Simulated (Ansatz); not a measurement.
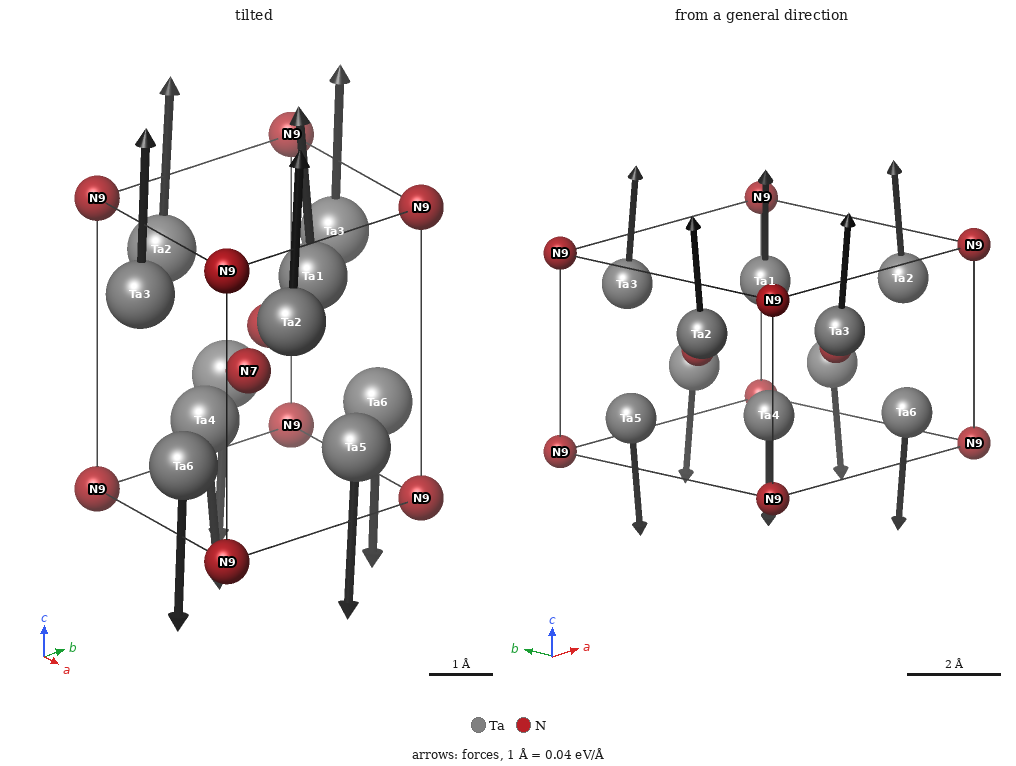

Spheres-only representation of a periodic structure, projected slightly off an axis and from a general direction. The frame is the simulation cell; atoms at its boundary are shown with their periodic copies. The arrows are the computed forces on the atoms.

System: Ta₂N. All computed values are from Ansatz 0.2.0, DFT PBEsol, scalar-relativistic, plane waves, PAW. Settings: wavefunction cutoff 420 eV, Brillouin-zone sampling on a 12×12×8 mesh, Gaussian smearing of 0.15 eV, no spin polarisation.

Is this an equilibrium geometry?

Answer. No. The atoms still feel forces of up to about 0.091 eV/Å, above a usual threshold of 0.01 to 0.03 eV/Å.

It goes back to a structure listed in the Materials Project. The cell was then strained or its atoms displaced on purpose. Ansatz was used for an electronic-structure calculation on it.
